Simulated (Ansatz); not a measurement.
## Two runs on Mg

System: Mg (P6/mmm, 1 atom in the cell).
Method of run 1: DFT LDA, scalar-relativistic, plane waves, PAW, no spin polarisation (Ansatz 0.2.0).

The structure derives from a Materials Project entry. Text and figures count atoms from 1; the logs count them from 0 in places.

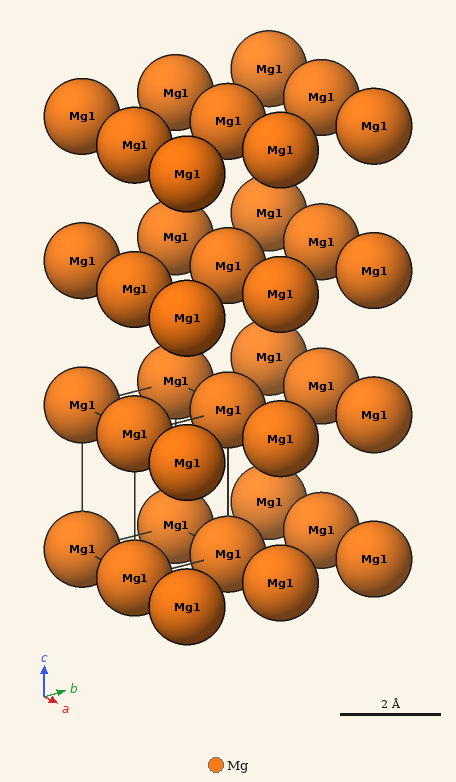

Fig. 1: The structure as given in the input (spheres-only view of the cell of the calculation, repeated 2 × 2 × 3, seen slightly off an axis; atoms are numbered from 1 in the order of the input).

### The input, run 1
```yaml
crystal:
  lattice:
    - [2.9587908065, 0.0, 0.0]
    - [-1.4793954033, 2.5623880029, 0.0]
    - [0.0, 0.0, 2.9534924429]
  atoms:
    - { symbol: Mg, position: [0.0, 0.0, 0.0] }
basis:
  ecutwfc: 420
kpoints:
  mp_grid: { grid: [18, 18, 16] }
hamiltonian:
  xc: lda
scf:
  occupations: { method: gaussian, width: 0.15 }
output:
  forces: true
  stress: true
  eigenvalues: true
```

Command:
```bash
ansatz run input.yaml --threads 1 --pin off --max-ram 1228MiB --backend cpu --events-out ev --progress --plain --runs-dir out
```

Hardware: 1 thread of an x86-64 CPU, shared host.

### Output, shortened to warnings, some set-up lines, iterations and results (run 1)
```
Basis set: ecut = 420 eV, 405 PW (Γ)
Symmetry: 24 space group operations
k-points: 333 of 5184
Initial density: superposition of atomic densities (neutral atoms: chi_scale 0, normalization atom), corrected by the library's trained network
[...]
SCF iter   1: F=—  HF=-1901.362493 eV  |F-HF|=—  |Δ(HF+E_count)|=         —  Δρ=6.73e-3  dr2=4.38e-3  ethr=1.77e-3  ⟨swp⟩=5.5  Hψ=21195  notcnv=0
SCF iter   2: F=—  HF=-1901.358803 eV  |F-HF|=—  |Δ(HF+E_count)|=   3.69e-3  Δρ=2.85e-3  dr2=1.24e-3  ethr=4.38e-5  ⟨swp⟩=2.5  Hψ=7203  notcnv=0
SCF iter   3: F=—  HF=-1901.358471 eV  |F-HF|=—  |Δ(HF+E_count)|=   3.33e-4  Δρ=5.67e-4  dr2=8.09e-5  ethr=1.24e-5  ⟨swp⟩=2.4  Hψ=4330  notcnv=0  defer=5
SCF iter   4: F=—  HF=-1901.358472 eV  |F-HF|=—  |Δ(HF+E_count)|=   9.59e-7  Δρ=3.34e-5  dr2=2.01e-7  ethr=8.09e-7  ⟨swp⟩=1.0  Hψ=2970  notcnv=0  defer=5
SCF iter   5: F=-1901.358472 eV  HF=-1901.358472 eV  |F-HF|=6.86e-9  |Δ(HF+E_count)|=   1.80e-7  Δρ=5.24e-6  dr2=5.22e-9  ethr=2.01e-9  ⟨swp⟩=2.0  Hψ=4669  notcnv=0  defer=5
SCF iter   6: F=-1901.358472 eV  HF=-1901.358472 eV  |F-HF|=2.18e-10  |Δ(HF+E_count)|=   3.90e-9  Δρ=9.78e-7  dr2=1.89e-10  ethr=5.22e-11  ⟨swp⟩=2.1  Hψ=9613  notcnv=0
SCF 1 converged in 6 iterations: F = -1901.358472 eV  dr2 = 1.89e-10
SCF converged after 6 iterations
Free energy (F): -1901.358472 eV
Harris-Foulkes:  -1901.358472 eV  (|F-HF|=2.18e-10)
Internal energy: -1901.353758 eV  (E = F + TS)
E sigma→0 (E₀):  -1901.356115 eV
Entropy (-TS):   -0.004713 eV (-4.713 meV/atom)
Fermi energy:    5.635182 eV
--- Per-component energies (eV) ---
  E_band       = -356.306898
  E_kinetic    = 75.588456
  E_local      = -1626.559406  (includes V_loc(G=0)·N_el)
  E_nonlocal   = 96.926165
  E_hartree    = 581.684025
  E_xc         = -28.368352
  E_vxc        = -36.880247  (∫ρ·V_xc dr)
  E_paw        = -271.308848  (= ΣΔE_a)
  E_vpaw       = -28.749425  (= ΣTr[D̂ρ^β])
  E_aug_tail   = 0.000001  (compensation charges beyond the density's cutoff)
  E_ewald      = -729.466279
  E_core_change = 0.150479  (= ΣΔE_core)
  E_smearing   = -0.004713  (= −TS)
  E_closure    = 0.000000  (closes the sum)
  Σ components = -1901.358472   (vs F -1901.358472, Δ=0.00e0)
--- Forces (eV/Å), atoms counted from 1 ---
  atom   1  Mg     0.00000000    -0.00000000     0.00000000
  max |Σ_I F_I| component: 4.42e-32 eV/Å
--- Stress (GPa, compression-positive) ---
        3.008185       0.000000      -0.000000
       -0.000000       3.008185      -0.000000
       -0.000000      -0.000000       1.696648
  P = ⅓ Tr σ = 2.5710 GPa (25.710 kbar)
```

Run 2 used a changed input.

### The two runs side by side

| quantity | run 1 | run 2 |
| --- | --- | --- |
| outcome | converged | converged |
| free energy per atom (eV) | −1901.3585 | −1901.3609 |
| energy per atom, smearing taken to zero (eV) | −1901.3561 | −1901.3584 |
| gap on the mesh (eV) | 0.00 | 0.00 |
| pressure (GPa) | 2.57 | 2.13 |
| volume per atom (Å³) | 22.39 | 22.74 |
| largest force (eV/Å) | 0.000 | 0.000 |
| SCF iterations | 6 | 6 |
| irreducible k-points | 333 | 333 |
| plane waves at Γ | 405 | 407 |
| wall time (shared host) | 2 s | 2.1 s |

What was changed in the input?

The change (lines with − go, lines with + come):
```diff
-    - [0.0, 0.0, 2.9534924429]
+    - [0.0, 0.0, 2.9991650064]
```

With the same functional and potentials, run 2 lies 2.4 meV per atom lower. The pressure goes from 2.57 to 2.13 GPa. The volume per atom goes from 22.39 to 22.74 Å³. The number of SCF iterations is the same. The plane waves at Γ go from 405 to 407.

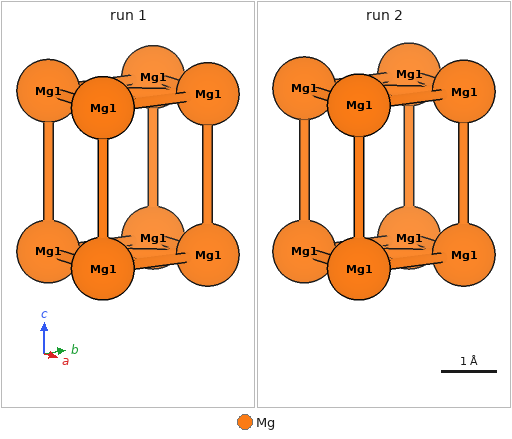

Fig. 2: The two input geometries at one scale (ball-and-stick view of the cell of the calculation, seen slightly off an axis). The atoms keep their places relative to the cell (all moves are under 0.005 Å). Cell: a = b stay at 2.959 Å, c 2.953 → 2.999 Å (+1.5 %). Volume +1.5 %. Among the contacts that change: Mg1–Mg1 2.953 → 2.999 Å.

### Output, shortened to warnings, some set-up lines, iterations and results (run 2)
```
Basis set: ecut = 420 eV, 407 PW (Γ)
Symmetry: 24 space group operations
k-points: 333 of 5184
Initial density: superposition of atomic densities (neutral atoms: chi_scale 0, normalization atom), corrected by the library's trained network
[...]
SCF iter   1: F=—  HF=-1901.364855 eV  |F-HF|=—  |Δ(HF+E_count)|=         —  Δρ=6.65e-3  dr2=4.31e-3  ethr=1.77e-3  ⟨swp⟩=5.4  Hψ=21040  notcnv=0
SCF iter   2: F=—  HF=-1901.361194 eV  |F-HF|=—  |Δ(HF+E_count)|=   3.66e-3  Δρ=2.79e-3  dr2=1.21e-3  ethr=4.31e-5  ⟨swp⟩=2.4  Hψ=7181  notcnv=0
SCF iter   3: F=—  HF=-1901.360882 eV  |F-HF|=—  |Δ(HF+E_count)|=   3.12e-4  Δρ=5.65e-4  dr2=8.09e-5  ethr=1.21e-5  ⟨swp⟩=2.4  Hψ=4324  notcnv=0  defer=5
SCF iter   4: F=—  HF=-1901.360885 eV  |F-HF|=—  |Δ(HF+E_count)|=   2.59e-6  Δρ=2.77e-5  dr2=1.48e-7  ethr=8.09e-7  ⟨swp⟩=1.0  Hψ=2970  notcnv=0  defer=5
SCF iter   5: F=-1901.360884 eV  HF=-1901.360884 eV  |F-HF|=6.15e-9  |Δ(HF+E_count)|=   1.23e-7  Δρ=5.01e-6  dr2=5.06e-9  ethr=1.48e-9  ⟨swp⟩=2.0  Hψ=4671  notcnv=0  defer=5
SCF iter   6: F=-1901.360884 eV  HF=-1901.360884 eV  |F-HF|=1.87e-10  |Δ(HF+E_count)|=   3.46e-9  Δρ=9.30e-7  dr2=1.79e-10  ethr=5.06e-11  ⟨swp⟩=2.1  Hψ=9596  notcnv=0
SCF 1 converged in 6 iterations: F = -1901.360884 eV  dr2 = 1.79e-10
SCF converged after 6 iterations
Free energy (F): -1901.360884 eV
Harris-Foulkes:  -1901.360884 eV  (|F-HF|=1.87e-10)
Internal energy: -1901.355984 eV  (E = F + TS)
E sigma→0 (E₀):  -1901.358434 eV
Entropy (-TS):   -0.004900 eV (-4.900 meV/atom)
Fermi energy:    5.503134 eV
--- Per-component energies (eV) ---
  E_band       = -357.626160
  E_kinetic    = 75.505349
  E_local      = -1633.835527  (includes V_loc(G=0)·N_el)
  E_nonlocal   = 96.919856
  E_hartree    = 584.692558
  E_xc         = -28.312754
  E_vxc        = -36.807470  (∫ρ·V_xc dr)
  E_paw        = -271.328719  (= ΣΔE_a)
  E_vpaw       = -28.793017  (= ΣTr[D̂ρ^β])
  E_aug_tail   = 0.000001  (compensation charges beyond the density's cutoff)
  E_ewald      = -725.147228
  E_core_change = 0.150479  (= ΣΔE_core)
  E_smearing   = -0.004900  (= −TS)
  E_closure    = 0.000000  (closes the sum)
  Σ components = -1901.360884   (vs F -1901.360884, Δ=0.00e0)
--- Forces (eV/Å), atoms counted from 1 ---
  atom   1  Mg    -0.00000000     0.00000000     0.00000000
  max |Σ_I F_I| component: 8.22e-33 eV/Å
--- Stress (GPa, compression-positive) ---
        2.912526      -0.000000       0.000000
       -0.000000       2.912526       0.000000
        0.000000       0.000000       0.568384
  P = ⅓ Tr σ = 2.1311 GPa (21.311 kbar)
```
